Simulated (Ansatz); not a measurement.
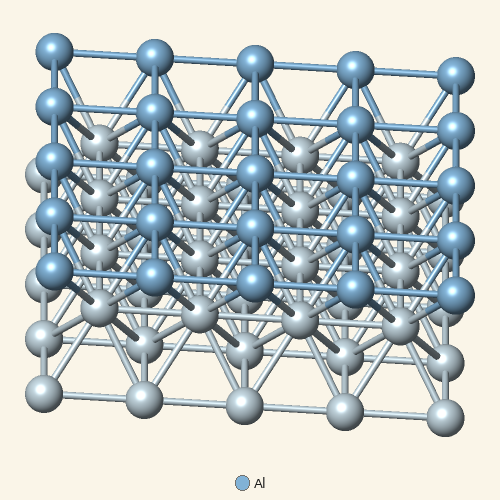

The system is O on an Al(100) slab cut from the Fm-3m phase, its upper half relaxed before the scan (12 atoms of substrate and one adsorbate in a 2 × 2 cell); the picture shows it without the atoms that are moved over the map. O is moved over the surface cell; relaxed at each place: the height of the adsorbate's atoms; substrate rigid; the origin of the map has the adsorbate above Al9. Places are given modulo a cell vector. The map is drawn in real space over the plane of the surface. The scan uses a 6 × 6 grid; 10 points were computed and 26 follow by symmetry. Places are given in fractions of the 1 × 1 surface cell. All energies are given in eV relative to the lowest grid point. These are results of DFT LDA, scalar-relativistic, plane waves, PAW in Ansatz, not measurements. Settings: cutoff 420 eV, k-mesh 5×5×1, gaussian smearing 0.1 eV, no spin polarisation.

Range: position of O13 along the first surface vector from 0.000 to 0.833; position of O13 along the second surface vector from 0.000 to 0.833.

Predict the map.

The lowest grid point is at a bridge site between two Al atoms, (0/6, 3/6) of the cell vectors; the map holds 2 wells of about this depth. The highest grid point, the top site over a surface Al atom, (0/6, 0/6) of the cell vectors, lies 2.12 eV above the lowest. On the interpolated surface the easiest way out of the lowest well to a well of about the same depth near a bridge site between two Al atoms, (3/6, 0/6) of the cell vectors passes a barrier of about 0.45 eV. At the lowest point the adsorbate has 2 Al at 1.73 Å as nearest neighbours, at the highest 1 Al at 1.64 Å. Its relaxed height above the top atom is 1.01 Å at the lowest and 1.64 Å at the highest point.

```tsv
second ↓, first →	0/6	1/6	2/6	3/6	4/6	5/6
5/6	1.92	1.74	1.06	0.07	1.06	1.74
4/6	1.15	1.06	0.72	0.30	0.72	1.06
3/6	0.00	0.07	0.30	0.52	0.30	0.07
2/6	1.15	1.06	0.72	0.30	0.72	1.06
1/6	1.92	1.74	1.06	0.07	1.06	1.74
0/6	2.12	1.92	1.15	0.00	1.15	1.92
```

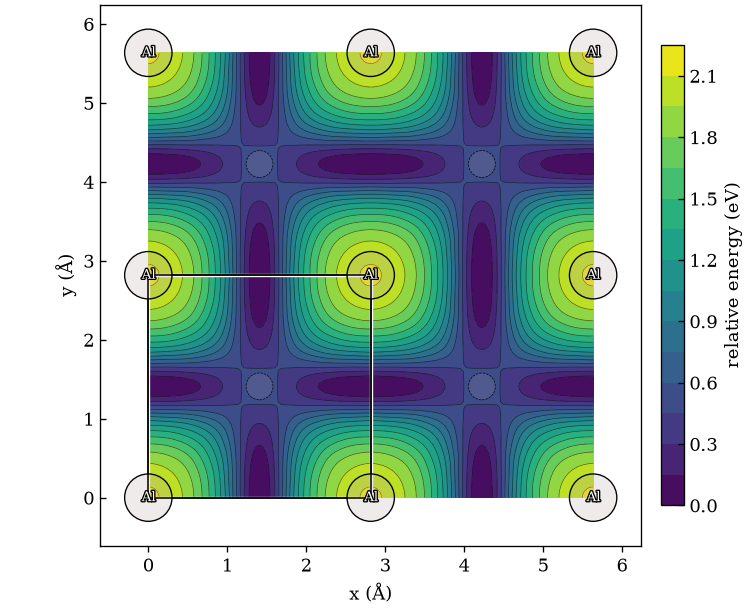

In the figure: filled contours, labelled circles for the atoms of the top layer and small ones for the second layer, the outline of one cell of the 2 × 2 shown. Between grid points the surface is interpolated.

The whole map (10 points run) took 62 s on 4 threads of AMD EPYC 9R45 96-Core Processor (Zen 5), with other jobs on the host.
